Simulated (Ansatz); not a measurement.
# Two runs on Al₈O

System: Al₈O (slab, 9 atoms in the cell).
Method of run A: DFT PBEsol, scalar-relativistic, plane waves, PAW, no spin polarisation (Ansatz 0.2.0).

The structure derives from a Materials Project entry. The input holds or restrains some coordinates. Forces given for the steps count only the free coordinates. Text and figures count atoms from 1; the logs count them from 0 in places.

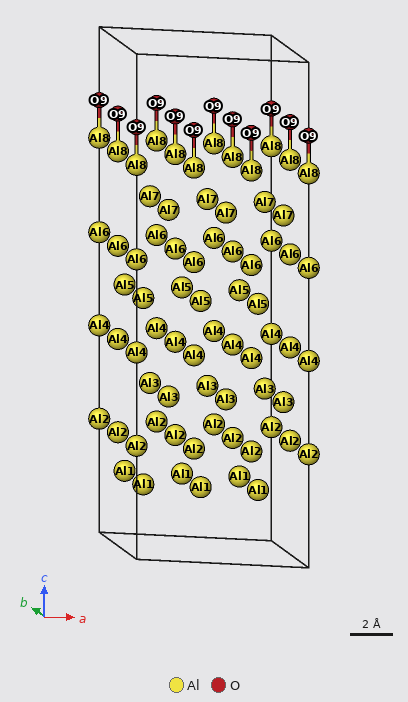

The starting structure (ball-and-stick view of the 3 × 2 repeat of the cell, with the vacuum cut short, seen slightly off an axis; atoms are numbered from 1 in the order of the input). An atom can appear more than once, as a periodic image.

## The input, run A
```yaml
crystal:
  lattice:
    - [2.8362844922, 0.0, 0.0]
    - [-1.4181422461, 2.4562944226, 0.0]
    - [0.0, 0.0, 35.3137615421]
  atoms:
    - { symbol: Al, position: [0.3333333333, 0.6666666667, 0.2406993656] }
    - { symbol: Al, position: [0.0, 0.0, 0.3066945262] }
    - { symbol: Al, position: [0.6666666667, 0.3333333333, 0.3726896867] }
    - { symbol: Al, position: [0.0, 0.0, 0.4386848473] }
    - { symbol: Al, position: [0.3333333333, 0.6666666667, 0.5041562492] }
    - { symbol: Al, position: [0.0, 0.0, 0.5704373706] }
    - { symbol: Al, position: [0.6666666667, 0.3333333333, 0.6367922409] }
    - { symbol: Al, position: [0.0, 0.0, 0.7041304592] }
    - { symbol: O, position: [0.0, 0.0, 0.7573674953] }
basis:
  ecutwfc: 420
kpoints:
  mp_grid: { grid: [12, 12, 1] }
hamiltonian:
  xc: pbesol
scf:
  occupations: { method: gaussian, width: 0.1 }
output:
  forces: true
  eigenvalues: true
  write_density: true
  write_potential: true
  elf: true
  volumetric_format: npy
relax:
  adjacent_minimum: "off"
  f_tol: 0.03
  max_steps: 70
  constraints: [{ sites: [0, 1, 2, 3] }]
efield:
  axis: 3
  dipole_correction: true
  ramp_width: 0.04
```

Command:
```bash
ansatz run input.yaml --threads 2 --pin off --max-ram 5120MiB --backend cpu --events-out ev --progress --plain --runs-dir out
```

Hardware: 2 threads of Intel Xeon @ 2.70GHz, 189 GiB of memory available, shared host.

## Output, shortened to warnings, some set-up lines, iterations and results (run A)
```
WARN: The output density's exchange-correlation potential varies sharply where the density is thin. Do not read a vacuum level from v_tot or v_xc, or from such a field of the output density. On a cell that repeats whose density bears no net charge and no dipole along the vacuum's axis use v_es (v_loc + v_h of the components); under efield.dipole_correction with no amplitude use v_es + v_field, …
Basis set: ecut = 420 eV, 4871 PW (Γ), exchange–correlation on 40×40×480 points (8 copies of the dense FFT grid, shifted against one another)
Symmetry: 6 space group operations
k-points: 19 of 144 (time reversal used)
Initial density: superposition of atomic densities (neutral atoms: chi_scale 0, normalization atom), corrected by the library's trained network
[...]
SCF iter   1: F=—  HF=-4753.556186 eV  |F-HF|=—  |Δ(HF+E_count)|=         —  Δρ=5.86e-3  dr2=6.68e-1  ethr=1.77e-3  p=-0.193 e·Å  D=-1.42e-1 V/Å  ΔV_dip=5.01 eV  …
SCF iter   2: F=—  HF=-4753.535394 eV  |F-HF|=—  |Δ(HF+E_count)|=   2.08e-2  Δρ=1.58e-3  dr2=8.44e-3  ethr=1.77e-3  p=-0.204 e·Å  D=-1.50e-1 V/Å  ΔV_dip=5.31 eV  …
SCF iter   3: F=—  HF=-4753.538568 eV  |F-HF|=—  |Δ(HF+E_count)|=   3.17e-3  Δρ=7.97e-4  dr2=1.69e-2  ethr=2.81e-5  p=-0.206 e·Å  D=-1.52e-1 V/Å  ΔV_dip=5.35 eV  …
SCF iter   4: F=—  HF=-4753.538596 eV  |F-HF|=—  |Δ(HF+E_count)|=   2.81e-5  Δρ=2.70e-4  dr2=7.32e-4  ethr=2.81e-5  p=-0.207 e·Å  D=-1.52e-1 V/Å  ΔV_dip=5.37 eV  …
SCF iter   5: F=-4753.538631 eV  HF=-4753.538628 eV  |F-HF|=3.04e-6  |Δ(HF+E_count)|=   3.20e-5  Δρ=4.16e-5  dr2=1.14e-5  ethr=2.44e-6  p=-0.207 e·Å  D=-1.52e-1 V/Å  …
[... 39 lines ...]
relax step   5: F+E_penalty+E_count = -4753.92789504 eV  Δ(F+E_penalty+E_count) = -4.055e-4 eV  max|allowed force component| = 1.348e-2 eV/Å  Δτ_max = 0.0157 Å  (6 SCF iters, …
SCF iter   1: F=—  HF=-4753.927932 eV  |F-HF|=—  |Δ(HF+E_count)|=         —  Δρ=7.06e-6  dr2=3.49e-7  ethr=1.15e-9  p=-0.217 e·Å  D=-1.59e-1 V/Å  ΔV_dip=5.63 eV  …
SCF iter   2: F=-4753.927895 eV  HF=-4753.927895 eV  |F-HF|=3.31e-8  |Δ(HF+E_count)|=   3.71e-5  Δρ=5.03e-6  dr2=9.76e-8  ethr=3.33e-10  p=-0.217 e·Å  D=-1.59e-1 V/Å  …
SCF 6 converged in 2 iterations: F = -4753.927895 eV  dr2 = 9.76e-8
relax step   6: F+E_penalty+E_count = -4753.92789510 eV  Δ(F+E_penalty+E_count) = -5.340e-8 eV  max|allowed force component| = 1.334e-2 eV/Å  Δτ_max = 0.0000 Å  (2 SCF iters, …
WARN: The output density's exchange-correlation potential varies sharply where the density is thin. Do not read a vacuum level from v_tot or v_xc, or from such a field of the output density. On a cell that repeats whose density bears no net charge and no dipole along the vacuum's axis use v_es …
SCF converged after 2 iterations
Free energy (F): -4753.927895 eV
Harris-Foulkes:  -4753.927895 eV  (|F-HF|=3.31e-8)
Internal energy: -4753.897033 eV  (E = F + TS)
E sigma→0 (E₀):  -4753.912464 eV
Entropy (-TS):   -0.030862 eV (-3.429 meV/atom)
Fermi energy:    1.152622 eV
Dipole field:    D = -0.159113 V/Å  (p = -0.216330 e·Å, saw-weighted, corrected)
Work function:   Φ+ = 9.7479 eV   Φ− = 4.1290 eV
[...]
```

For run B the input was changed thus:
```diff
+  ecutrho_ratio: 8
+  xc_grid: 4
-  write_density: true
-  write_potential: true
-  elf: true
-  volumetric_format: npy
```

What does this change do to the results?

The energy doesn't change within 0.01 meV per atom. The number of SCF iterations is the same. On the same kind of shared host run B took about 1.6 times as long.

## Output, shortened to warnings, some set-up lines, iterations and results (run B)
```
Basis set: ecut = 420 eV, 4871 PW (Γ), exchange–correlation on 108×108×1440 points (64 copies of the dense FFT grid, shifted against one another)
Symmetry: 6 space group operations
k-points: 19 of 144 (time reversal used)
Initial density: superposition of atomic densities (neutral atoms: chi_scale 0, normalization atom), corrected by the library's trained network
[...]
SCF iter   1: F=—  HF=-4753.556461 eV  |F-HF|=—  |Δ(HF+E_count)|=         —  Δρ=5.86e-3  dr2=6.67e-1  ethr=1.77e-3  p=-0.193 e·Å  D=-1.42e-1 V/Å  ΔV_dip=5.01 eV  …
SCF iter   2: F=—  HF=-4753.537826 eV  |F-HF|=—  |Δ(HF+E_count)|=   1.86e-2  Δρ=1.62e-3  dr2=7.20e-3  ethr=1.77e-3  p=-0.204 e·Å  D=-1.50e-1 V/Å  ΔV_dip=5.31 eV  …
SCF iter   3: F=—  HF=-4753.538720 eV  |F-HF|=—  |Δ(HF+E_count)|=   8.94e-4  Δρ=8.15e-4  dr2=1.88e-2  ethr=2.40e-5  p=-0.206 e·Å  D=-1.52e-1 V/Å  ΔV_dip=5.36 eV  …
SCF iter   4: F=—  HF=-4753.538645 eV  |F-HF|=—  |Δ(HF+E_count)|=   7.54e-5  Δρ=2.96e-4  dr2=1.19e-3  ethr=2.40e-5  p=-0.207 e·Å  D=-1.52e-1 V/Å  ΔV_dip=5.37 eV  …
SCF iter   5: F=-4753.538630 eV  HF=-4753.538642 eV  |F-HF|=1.21e-5  |Δ(HF+E_count)|=   2.73e-6  Δρ=3.83e-5  dr2=1.11e-5  ethr=3.98e-6  p=-0.207 e·Å  D=-1.52e-1 V/Å  …
[... 39 lines ...]
relax step   5: F+E_penalty+E_count = -4753.92789588 eV  Δ(F+E_penalty+E_count) = -4.300e-4 eV  max|allowed force component| = 1.534e-2 eV/Å  Δτ_max = 0.0163 Å  (6 SCF iters, …
SCF iter   1: F=—  HF=-4753.927896 eV  |F-HF|=—  |Δ(HF+E_count)|=         —  Δρ=4.43e-6  dr2=1.09e-7  ethr=3.57e-10  p=-0.217 e·Å  D=-1.59e-1 V/Å  ΔV_dip=5.63 eV  …
SCF iter   2: F=-4753.927896 eV  HF=-4753.927896 eV  |F-HF|=2.06e-10  |Δ(HF+E_count)|=   6.30e-8  Δρ=2.53e-6  dr2=4.66e-8  ethr=3.33e-10  p=-0.217 e·Å  D=-1.59e-1 V/Å  …
SCF 6 converged in 2 iterations: F = -4753.927896 eV  dr2 = 4.66e-8
relax step   6: F+E_penalty+E_count = -4753.92789591 eV  Δ(F+E_penalty+E_count) = -3.259e-8 eV  max|allowed force component| = 1.562e-2 eV/Å  Δτ_max = 0.0000 Å  (2 SCF iters, …
SCF converged after 2 iterations
Free energy (F): -4753.927896 eV
Harris-Foulkes:  -4753.927896 eV  (|F-HF|=2.06e-10)
Internal energy: -4753.897033 eV  (E = F + TS)
E sigma→0 (E₀):  -4753.912465 eV
Entropy (-TS):   -0.030863 eV (-3.429 meV/atom)
Fermi energy:    1.152603 eV
Dipole field:    D = -0.159517 V/Å  (p = -0.216880 e·Å, saw-weighted, corrected)
Work function:   Φ+ = 9.7554 eV   Φ− = 4.1223 eV
Levels:          The Fermi level and band energies are counted from a zero that moves with the ramp; work functions are not
--- Per-component energies (eV) ---
  E_band       = -106.759016
  E_kinetic    = 353.647736
  E_local      = -11468.868551  (includes V_loc(G=0)·N_el)
  E_nonlocal   = 132.833690
  E_hartree    = 5629.154968
  E_xc         = -385.941972
  E_vxc        = -323.719696  (∫ρ·V_xc dr)
  E_paw        = -3789.257345  (= ΣΔE_a)
  E_vpaw       = -63.556740  (= ΣTr[D̂ρ^β])
  E_aug_tail   = 0.000123  (compensation charges beyond the density's cutoff)
  E_efield     = 0.017298  (sawtooth field / dipole correction)
  E_vefield    = 4.596538  (∫n·V_field dr)
  E_ewald      = 4774.328619
  E_core_change = 0.188400  (= ΣΔE_core)
  E_smearing   = -0.030863  (= −TS)
  E_closure    = -0.000000  (closes the sum)
  Σ components = -4753.927896   (vs F -4753.927896, Δ=0.00e0)
--- Forces (eV/Å), atoms counted from 1 ---
  atom   1  Al     0.00000000     0.00000000     0.01668734
  atom   2  Al     0.00000000     0.00000000     0.01551413
  atom   3  Al     0.00000000    -0.00000000    -0.03169470
  atom   4  Al    -0.00000000     0.00000000     0.00387715
  atom   5  Al    -0.00000000     0.00000000    -0.00289143
  atom   6  Al     0.00000000     0.00000000     0.00367718
  atom   7  Al    -0.00000000     0.00000000    -0.00162596
  atom   8  Al     0.00000000    -0.00000000     0.01203812
  atom   9  O      0.00000000     0.00000000    -0.01562499
  max |Σ_I F_I| component: 4.32e-5 eV/Å
--- Relaxed structure (6 steps of the walk, 6 accepted, 0 SCFs on fresh bases) ---
  F+E_penalty+E_count = -4753.92789591 eV   max|allowed force component| = 1.562e-2 eV/Å
  atoms:
    - { symbol: Al, position: [0.33333333333333326, 0.6666666666666666, 0.24069936559999996] }
    - { symbol: Al, position: [0.0, 0.0, 0.30669452619999993] }
    - { symbol: Al, position: [0.6666666666666667, 0.33333333333333326, 0.37268968669999997] }
    - { symbol: Al, position: [0.0, 0.0, 0.43868484729999996] }
    - { symbol: Al, position: [0.33333333333333326, 0.6666666666666666, 0.5040311261038463] }
    - { symbol: Al, position: [-1.3199334754948963e-18, -3.771238501413968e-19, 0.5697285579398245] }
    - { symbol: Al, position: [0.6666666666666667, 0.33333333333333326, 0.6352510516340594] }
[...]
```

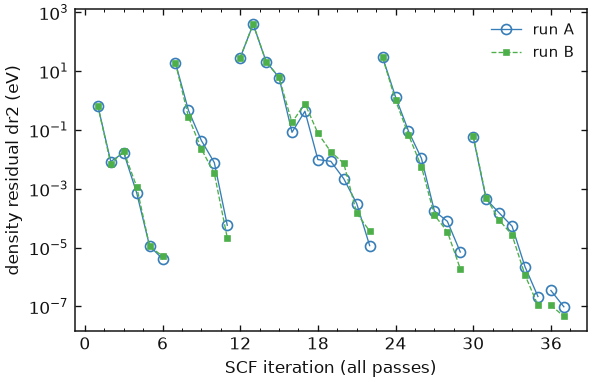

Convergence of the two runs: density residual dr2 against the SCF iteration. A break in a curve parts two SCF passes. Run A takes 37 iterations in all, and run B takes 37.

## The two runs side by side

| quantity | run A | run B |
| --- | --- | --- |
| outcome | converged | converged |
| free energy per atom (eV) | −528.2142 | −528.2142 |
| energy per atom, smearing taken to zero (eV) | −528.2125 | −528.2125 |
| gap on the mesh (eV) | 0.00 | 0.00 |
| work function (eV) | 9.75 | – |
| largest force (eV/Å) | 0.032 | 0.032 |
| SCF iterations | 37 | 37 |
| irreducible k-points | 19 | 19 |
| wall time (shared host) | 48 s | 75 s |

For run A: Warnings: the exchange-correlation potential is rough where the density is thin.
